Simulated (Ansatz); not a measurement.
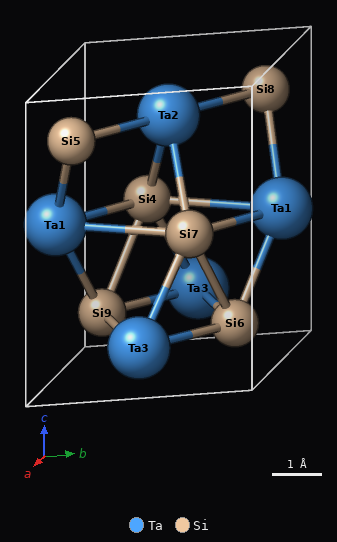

Figure 1. The structure as given in the input (ball-and-stick view of the cell of the calculation, seen slightly off an axis; atoms are numbered from 1 in the order of the input). An atom can appear more than once, as a periodic image.

# What a change does: single-point calculation on TaSi2

System: TaSi2 (9 atoms in the cell).
Method of run A: DFT PBEsol, scalar-relativistic, plane waves, PAW, no spin polarisation (Ansatz 0.2.0).

The structure derives from an entry of the Crystallography Open Database. Text and figures count atoms from 1; the logs count them from 0 in places.

**Input file, run A**
```yaml
crystal:
  lattice:
    - [4.8798810202, 0.0, 0.0]
    - [-2.4399405101, 4.226100931, 0.0]
    - [0.0, 0.0, 6.5557841497]
  atoms:
    - { symbol: Ta, position: [0.5, 0.0, 0.5] }
    - { symbol: Ta, position: [0.5, 0.5, 0.8333333333] }
    - { symbol: Ta, position: [0.0, 0.5, 0.1666666667] }
    - { symbol: Si, position: [0.159267543, 0.318535086, 0.5] }
    - { symbol: Si, position: [0.840732457, 0.159267543, 0.8333333333] }
    - { symbol: Si, position: [0.681464914, 0.840732457, 0.1666666667] }
    - { symbol: Si, position: [0.840732457, 0.681464914, 0.5] }
    - { symbol: Si, position: [0.159267543, 0.840732457, 0.8333333333] }
    - { symbol: Si, position: [0.318535086, 0.159267543, 0.1666666667] }
basis:
  ecutwfc: 420
kpoints:
  mp_grid: { grid: [12, 12, 6] }
hamiltonian:
  xc: pbesol
scf:
  occupations: { method: gaussian, width: 0.15 }
output:
  forces: true
  stress: true
  eigenvalues: true
```

Launched with:
```bash
ansatz run input.yaml --threads 2 --pin off --max-ram 5120MiB --backend cpu --events-out ev --progress --plain --runs-dir out
```

Hardware: 2 threads of Intel Xeon (Granite Rapids), 192 GiB of memory available, shared host.

**Output, shortened to warnings, some set-up lines, iterations and results (run A)**
```
Basis set: ecut = 420 eV, 2667 PW (Γ), exchange–correlation on 72×72×90 points (8 copies of the dense FFT grid, shifted against one another)
Symmetry: 12 space group operations
k-points: 76 of 864 (time reversal used)
Initial density: superposition of atomic densities (neutral atoms: chi_scale 0, normalization atom), corrected by the library's trained network
[...]
SCF iter   1: F=—  HF=-33153.510631 eV  |F-HF|=—  |Δ(HF+E_count)|=         —  Δρ=5.12e-3  dr2=5.36e-2  ethr=1.77e-3  ⟨swp⟩=6.8  Hψ=14325  notcnv=0
SCF iter   2: F=—  HF=-33153.502607 eV  |F-HF|=—  |Δ(HF+E_count)|=   8.02e-3  Δρ=2.48e-3  dr2=7.45e-3  ethr=8.50e-5  ⟨swp⟩=2.0  Hψ=4103  notcnv=0
SCF iter   3: F=—  HF=-33153.501844 eV  |F-HF|=—  |Δ(HF+E_count)|=   7.64e-4  Δρ=7.11e-4  dr2=5.28e-4  ethr=1.18e-5  ⟨swp⟩=2.1  Hψ=3673  notcnv=0
SCF iter   4: F=—  HF=-33153.501802 eV  |F-HF|=—  |Δ(HF+E_count)|=   4.12e-5  Δρ=9.39e-5  dr2=1.29e-5  ethr=8.39e-7  ⟨swp⟩=2.1  Hψ=4162  notcnv=0
SCF iter   5: F=—  HF=-33153.501725 eV  |F-HF|=—  |Δ(HF+E_count)|=   7.74e-5  Δρ=1.27e-5  dr2=3.65e-7  ethr=2.05e-8  ⟨swp⟩=2.0  Hψ=4378  notcnv=0
SCF iter   6: F=-33153.501725 eV  HF=-33153.501725 eV  |F-HF|=6.83e-9  |Δ(HF+E_count)|=   6.99e-8  Δρ=2.43e-6  dr2=1.10e-8  ethr=1.59e-10  ⟨swp⟩=9.9  Hψ=13579  notcnv=0
SCF 1 converged in 6 iterations: F = -33153.501725 eV  dr2 = 1.10e-8
SCF converged after 6 iterations
Free energy (F): -33153.501725 eV
Harris-Foulkes:  -33153.501725 eV  (|F-HF|=6.83e-9)
Internal energy: -33153.463119 eV  (E = F + TS)
E sigma→0 (E₀):  -33153.482422 eV
Entropy (-TS):   -0.038606 eV (-4.290 meV/atom)
Fermi energy:    14.446685 eV
--- Per-component energies (eV) ---
  E_band       = -300.129984
  E_kinetic    = 1352.946406
  E_local      = -2416.992507  (includes V_loc(G=0)·N_el)
  E_nonlocal   = 202.702504
  E_hartree    = 913.362368
  E_xc         = -987.816939
  E_vxc        = -904.005335  (∫ρ·V_xc dr)
  E_paw        = -27811.110275  (= ΣΔE_a)
  E_vpaw       = -361.501703  (= ΣTr[D̂ρ^β])
  E_aug_tail   = 0.000432  (compensation charges beyond the density's cutoff)
  E_ewald      = -4407.385411
  E_core_change = 0.830303  (= ΣΔE_core)
  E_smearing   = -0.038606  (= −TS)
  E_closure    = 0.000000  (closes the sum)
  Σ components = -33153.501725   (vs F -33153.501725, Δ=0.00e0)
--- Forces (eV/Å), atoms counted from 1 ---
  atom   1  Ta     0.00000000     0.00000000    -0.00000000
  atom   2  Ta     0.00000000    -0.00000000    -0.00000000
  atom   3  Ta     0.00000000     0.00000000     0.00000000
  atom   4  Si     0.00000000    -0.04941138     0.00000000
  atom   5  Si     0.04279151    -0.02470569    -0.00000000
  atom   6  Si     0.04279151     0.02470569     0.00000000
  atom   7  Si    -0.00000000     0.04941138    -0.00000000
  atom   8  Si    -0.04279151     0.02470569     0.00000000
  atom   9  Si    -0.04279151    -0.02470569     0.00000000
  max |Σ_I F_I| component: 8.79e-17 eV/Å
--- Stress (GPa, compression-positive) ---
       -9.979129       0.000000      -0.000000
       -0.000000      -9.979129       0.000000
       -0.000000      -0.000000      -4.285988
  P = ⅓ Tr σ = -8.0814 GPa (-80.814 kbar)
```

For run B the input was changed thus:
```diff
-    - [0.0, 0.0, 6.5557841497]
+    - [0.0, 0.0, 6.2279949422]
```

What does this change do to the results?

With the same functional and potentials, run B lies 39.5 meV per atom higher. The pressure goes from −8.08 to 3.73 GPa. The largest force goes from 0.049 to 0.188 eV/Å. The volume per atom goes from 15.02 to 14.27 Å³. The number of SCF iterations is the same. The plane waves at Γ go from 2667 to 2499.

**Output, shortened to warnings, some set-up lines, iterations and results (run B)**
```
Basis set: ecut = 420 eV, 2499 PW (Γ), exchange–correlation on 72×72×90 points (8 copies of the dense FFT grid, shifted against one another)
Symmetry: 12 space group operations
k-points: 76 of 864 (time reversal used)
Initial density: superposition of atomic densities (neutral atoms: chi_scale 0, normalization atom), corrected by the library's trained network
[...]
SCF iter   1: F=—  HF=-33153.153794 eV  |F-HF|=—  |Δ(HF+E_count)|=         —  Δρ=5.32e-3  dr2=4.45e-2  ethr=1.77e-3  ⟨swp⟩=6.7  Hψ=14337  notcnv=0
SCF iter   2: F=—  HF=-33153.147406 eV  |F-HF|=—  |Δ(HF+E_count)|=   6.39e-3  Δρ=2.77e-3  dr2=8.11e-3  ethr=7.07e-5  ⟨swp⟩=1.9  Hψ=4012  notcnv=0
SCF iter   3: F=—  HF=-33153.146361 eV  |F-HF|=—  |Δ(HF+E_count)|=   1.04e-3  Δρ=6.81e-4  dr2=5.31e-4  ethr=1.29e-5  ⟨swp⟩=2.3  Hψ=3866  notcnv=0
SCF iter   4: F=—  HF=-33153.146279 eV  |F-HF|=—  |Δ(HF+E_count)|=   8.25e-5  Δρ=8.71e-5  dr2=8.89e-6  ethr=8.43e-7  ⟨swp⟩=2.1  Hψ=4274  notcnv=0
SCF iter   5: F=—  HF=-33153.146335 eV  |F-HF|=—  |Δ(HF+E_count)|=   5.64e-5  Δρ=1.07e-5  dr2=1.85e-7  ethr=1.41e-8  ⟨swp⟩=2.0  Hψ=4331  notcnv=0
SCF iter   6: F=-33153.146335 eV  HF=-33153.146335 eV  |F-HF|=1.73e-9  |Δ(HF+E_count)|=   3.49e-8  Δρ=1.85e-6  dr2=4.33e-9  ethr=1.59e-10  ⟨swp⟩=9.6  Hψ=13464  notcnv=0
SCF 1 converged in 6 iterations: F = -33153.146335 eV  dr2 = 4.33e-9
SCF converged after 6 iterations
Free energy (F): -33153.146335 eV
Harris-Foulkes:  -33153.146335 eV  (|F-HF|=1.73e-9)
Internal energy: -33153.112267 eV  (E = F + TS)
E sigma→0 (E₀):  -33153.129301 eV
Entropy (-TS):   -0.034068 eV (-3.785 meV/atom)
Fermi energy:    15.255966 eV
--- Per-component energies (eV) ---
  E_band       = -248.245865
  E_kinetic    = 1367.985959
  E_local      = -2343.808875  (includes V_loc(G=0)·N_el)
  E_nonlocal   = 207.366296
  E_hartree    = 897.820397
  E_xc         = -993.765171
  E_vxc        = -911.627468  (∫ρ·V_xc dr)
  E_paw        = -27813.148349  (= ΣΔE_a)
  E_vpaw       = -363.801222  (= ΣTr[D̂ρ^β])
  E_aug_tail   = 0.000464  (compensation charges beyond the density's cutoff)
  E_ewald      = -4476.393291
  E_core_change = 0.830303  (= ΣΔE_core)
  E_smearing   = -0.034068  (= −TS)
  E_closure    = 0.000000  (closes the sum)
  Σ components = -33153.146335   (vs F -33153.146335, Δ=0.00e0)
--- Forces (eV/Å), atoms counted from 1 ---
  atom   1  Ta    -0.00000000    -0.00000000    -0.00000000
  atom   2  Ta     0.00000000    -0.00000000    -0.00000000
  atom   3  Ta     0.00000000    -0.00000000     0.00000000
  atom   4  Si    -0.00000000    -0.18845474     0.00000000
  atom   5  Si     0.16320659    -0.09422737     0.00000000
  atom   6  Si     0.16320659     0.09422737     0.00000000
  atom   7  Si     0.00000000     0.18845474     0.00000000
  atom   8  Si    -0.16320659     0.09422737     0.00000000
  atom   9  Si    -0.16320659    -0.09422737     0.00000000
  max |Σ_I F_I| component: 1.41e-16 eV/Å
--- Stress (GPa, compression-positive) ---
       -5.813281       0.000000      -0.000000
        0.000000      -5.813281      -0.000000
       -0.000000       0.000000      22.804411
  P = ⅓ Tr σ = 3.7259 GPa (37.259 kbar)
```

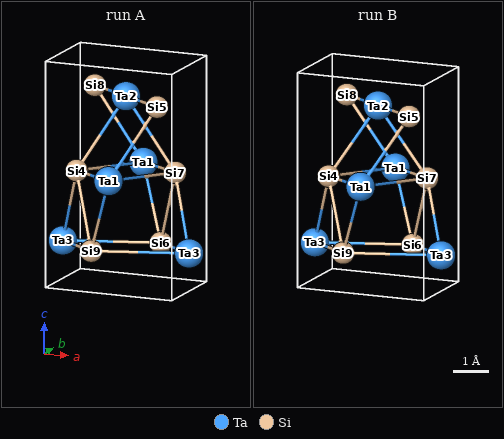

Figure 2. The two input geometries at one scale (ball-and-stick view of the cell of the calculation, seen slightly off an axis). No atom moves by more than 0.005 Å relative to the cell. The drawn cell changes as follows: a = b stay at 4.880 Å, c 6.556 → 6.228 Å (−5.0 %); the volume changes by −5.0 %. Among the contacts that change: Si4–Si5 2.567 → 2.474 Å, Ta1–Si5 2.618 → 2.527 Å.

**The two runs side by side**

| quantity | run A | run B |
| --- | --- | --- |
| outcome | converged | converged |
| free energy per atom (eV) | −3683.7224 | −3683.6829 |
| energy per atom, smearing taken to zero (eV) | −3683.7203 | −3683.6810 |
| gap on the mesh (eV) | 0.00 | 0.00 |
| pressure (GPa) | −8.08 | 3.73 |
| volume per atom (Å³) | 15.02 | 14.27 |
| largest force (eV/Å) | 0.049 | 0.188 |
| SCF iterations | 6 | 6 |
| irreducible k-points | 76 | 76 |
| plane waves at Γ | 2667 | 2499 |
| wall time (shared host) | 8.3 s | 8 s |

For both runs: Spin–orbit coupling is left out, which matters for Ta.
